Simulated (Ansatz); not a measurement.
# HfN: 6 runs along one coordinate

System: HfN (P6₃/mmc, 4 atoms in the cell).
Method: Kohn-Sham DFT of a periodic cell, r2SCAN, Ansatz PAW, no spin polarisation (Ansatz 0.2.0).

The 6 runs differ only in the geometry, by an even scaling of the cell at fixed fractional positions. The structure derives from a Materials Project entry.

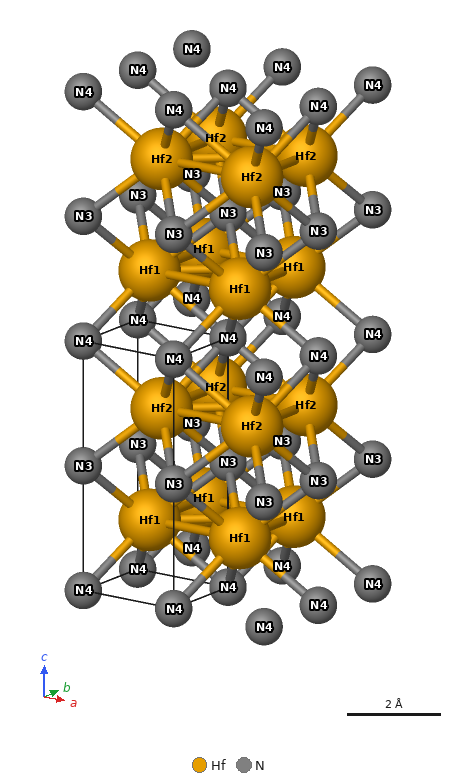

Figure 1. The structure of run 4 (ball-and-stick view of the cell of the calculation, repeated 2 × 2 × 2, seen slightly off an axis; atoms are numbered from 1 in the order of the input). An atom can appear more than once, as a periodic image.

## Input of run 4
```yaml
crystal:
  lattice:
    - [3.1546629845, 0.0, 0.0]
    - [-1.5773314923, 2.732018285, 0.0]
    - [0.0, 0.0, 5.4526413994]
  atoms:
    - { symbol: Hf, position: [0.3333333333, 0.6666666667, 0.25] }
    - { symbol: Hf, position: [0.6666666667, 0.3333333333, 0.75] }
    - { symbol: "N", position: [0.0, 0.0, 0.5] }
    - { symbol: "N", position: [0.0, 0.0, 0.0] }
hamiltonian:
  xc: r2scan
  pseudopotentials: { kind: paw }
kpoints:
  mp_grid: { grid: [10, 10, 5] }
scf:
  occupations: { method: fermi_dirac, width: 0.05 }
output:
  forces: true
  stress: true
  eigenvalues: true
```

Command:
```bash
ansatz run input.yaml --threads 2 --pin off --max-ram 5632MiB --backend cpu --events-out ev --progress --plain --runs-dir out
```

Lattice vectors (Å) and fractional positions of run 4:
```
   3.154663    0.000000    0.000000
  -1.577331    2.732018    0.000000
   0.000000    0.000000    5.452641
Hf  0.333333  0.666667  0.250000
Hf  0.666667  0.333333  0.750000
N   0.000000  0.000000  0.500000
N   0.000000  0.000000  0.000000
```

Run 5 differs from it as follows:
```diff
-    - [3.1546629845, 0.0, 0.0]
-    - [-1.5773314923, 2.732018285, 0.0]
-    - [0.0, 0.0, 5.4526413994]
+    - [3.1751483831, 0.0, 0.0]
+    - [-1.5875741916, 2.7497591606, 0.0]
+    - [0.0, 0.0, 5.4880491538]
```

## Results, with one run withheld

| run | volume per atom (Å³) | free energy per atom, from the lowest run given (meV) | pressure (GPa) |
| --- | --- | --- | --- |
| 1 | 10.827 | 50.59 | 22.25 |
| 2 | 11.057 | 23.99 | 14.88 |
| 3 | 11.518 | 0.00 | 2.24 |
| 4 | 11.749 | 0.75 | −3.18 |
| 5 | 11.979 | ? | ? |
| 6 | 12.209 | 23.73 | −12.49 |

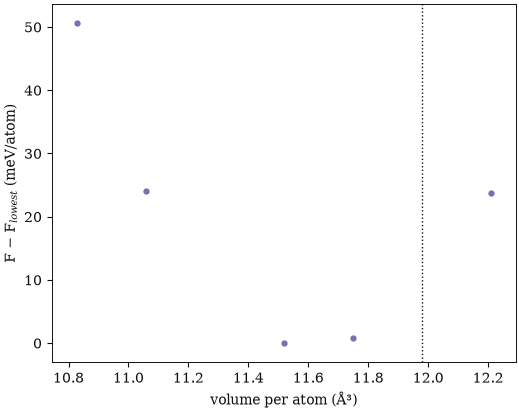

Figure 2. Free energy per atom of the runs given; the dotted line marks run 5.

What should run 5 give?

A cubic polynomial in V^(−2/3) (the Birch–Murnaghan form), fitted to the 5 runs given, misses them by at most 0.01 meV per atom. With x = V^(−2/3) − 0.19680 Å⁻², it reads F = 1.1945 + 2086.8 x + 5.9221e+05 x² + 2.8617e+05 x³ (meV per atom). At run 5 it gives 8.92 meV per atom, and the run itself gives 8.89. The slope of the fit gives a pressure −dF/dV of −8.08 GPa there, and the run prints −8.07 GPa. The fit has its minimum at 11.610 Å³ per atom, where V d²F/dV² gives 276 GPa. Cell shape and fractional positions are held, so this is the stiffness under even scaling; the relaxed bulk modulus wasn't computed.

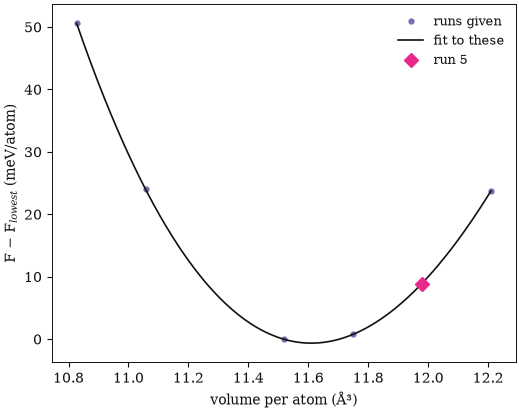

Figure 3. The fit and the withheld run.

## Output, shortened to warnings, some set-up lines, iterations and results (run 5)
```
Basis set: ecut = 500 eV, 1215 PW (Γ), exchange–correlation on 96×96×180 points (64 copies of the dense FFT grid, shifted against one another)
Symmetry: 24 space group operations
k-points: 42 of 500
Initial density: superposition of atomic densities (neutral atoms: chi_scale 0, normalization atom), corrected by the library's trained network
[...]
SCF iter   1: F=—  HF=-32243.067407 eV  |F-HF|=—  |Δ(HF+E_count)|=         —  Δρ=1.36e-2  dr2=7.77e-2  dr2_τ=2.73e-1  ethr=1.77e-3  ⟨swp⟩=5.2  Hψ=5078  notcnv=0  defer=23
SCF iter   2: F=—  HF=-32243.171664 eV  |F-HF|=—  |Δ(HF+E_count)|=   1.04e-1  Δρ=8.06e-3  dr2=3.35e-2  dr2_τ=2.08e-3  ethr=1.25e-4  ⟨swp⟩=2.0  Hψ=3467  notcnv=0  defer=63
SCF iter   3: F=—  HF=-32243.167533 eV  |F-HF|=—  |Δ(HF+E_count)|=   4.13e-3  Δρ=4.95e-3  dr2=9.03e-3  dr2_τ=8.47e-4  ethr=5.41e-5  ⟨swp⟩=2.1  Hψ=2509  notcnv=0  defer=63
SCF iter   4: F=—  HF=-32243.167182 eV  |F-HF|=—  |Δ(HF+E_count)|=   3.51e-4  Δρ=1.50e-3  dr2=7.51e-4  dr2_τ=5.95e-5  ethr=1.46e-5  ⟨swp⟩=2.1  Hψ=2108  notcnv=0  defer=63
SCF iter   5: F=—  HF=-32243.167260 eV  |F-HF|=—  |Δ(HF+E_count)|=   7.75e-5  Δρ=3.85e-4  dr2=1.03e-4  dr2_τ=6.60e-6  ethr=1.21e-6  ⟨swp⟩=2.0  Hψ=2498  notcnv=0  defer=63
SCF iter   6: F=—  HF=-32243.167268 eV  |F-HF|=—  |Δ(HF+E_count)|=   8.55e-6  Δρ=2.54e-4  dr2=3.14e-5  dr2_τ=3.06e-6  ethr=1.66e-7  ⟨swp⟩=2.0  Hψ=2508  notcnv=0  defer=63
SCF iter   7: F=—  HF=-32243.167274 eV  |F-HF|=—  |Δ(HF+E_count)|=   5.75e-6  Δρ=5.15e-5  dr2=1.26e-6  dr2_τ=4.45e-8  ethr=5.06e-8  ⟨swp⟩=2.0  Hψ=2500  notcnv=0  defer=63
SCF iter   8: F=—  HF=-32243.167274 eV  |F-HF|=—  |Δ(HF+E_count)|=   2.16e-7  Δρ=2.25e-5  dr2=2.94e-7  dr2_τ=1.62e-8  ethr=2.03e-9  ⟨swp⟩=2.5  Hψ=2723  notcnv=0  defer=63
SCF iter   9: F=-32243.167274 eV  HF=-32243.167274 eV  |F-HF|=4.57e-9  |Δ(HF+E_count)|=   2.57e-8  Δρ=2.46e-6  dr2=3.37e-9  dr2_τ=1.93e-10  ethr=1.61e-10  ⟨swp⟩=8.1  Hψ=6332  …
SCF 1 converged in 9 iterations: F = -32243.167274 eV  dr2 = 3.37e-9
SCF converged after 9 iterations
Free energy (F): -32243.167274 eV
Harris-Foulkes:  -32243.167274 eV  (|F-HF|=4.57e-9)
Internal energy: -32243.153943 eV  (E = F + TS)
E sigma→0 (E₀):  -32243.160609 eV
Entropy (-TS):   -0.013331 eV (-3.333 meV/atom)
Fermi energy:    22.615464 eV
--- Per-component energies (eV) ---
  E_band       = 262.326345
  E_kinetic    = 1110.194093
  E_local      = -9667.484874  (includes V_loc(G=0)·N_el)
  E_nonlocal   = -2407.256820
  E_hartree    = 4569.739128
  E_xc         = -687.871109
  E_vxc        = -757.928902  (∫ρ·V_xc dr)
  E_paw        = -14160.394465  (= ΣΔE_a)
  E_vpaw       = 2806.993010  (= ΣTr[D̂ρ^β])
  E_aug_tail   = 0.000029  (compensation charges beyond the density's cutoff)
  E_vtau       = 38.334493  (kinetic-family band-sum trace: ∫τ·v_τ [+ j·A + Jᵃ·Aᵃ] dr)
  E_ewald      = -11000.663841
  E_core_change = 0.583914  (= ΣΔE_core)
  E_smearing   = -0.013331  (= −TS)
  E_closure    = 0.000000  (closes the sum)
  Σ components = -32243.167274   (vs F -32243.167274, Δ=0.00e0)
--- Forces (eV/Å), atoms counted from 1 ---
  atom   1  Hf     0.00000000     0.00000000     0.00000000
  atom   2  Hf    -0.00000000    -0.00000000     0.00000000
  atom   3  N      0.00000000    -0.00000000     0.00000000
  atom   4  N     -0.00000000     0.00000000     0.00000000
  max |Σ_I F_I| component: 1.85e-17 eV/Å
--- Stress (GPa, compression-positive) ---
       -8.003721      -0.000000       0.000000
        0.000000      -8.003721       0.000000
        0.000000       0.000000      -8.204540
  P = ⅓ Tr σ = -8.0707 GPa (-80.707 kbar)
```

Notes: Spin–orbit coupling is left out, which matters for Hf.
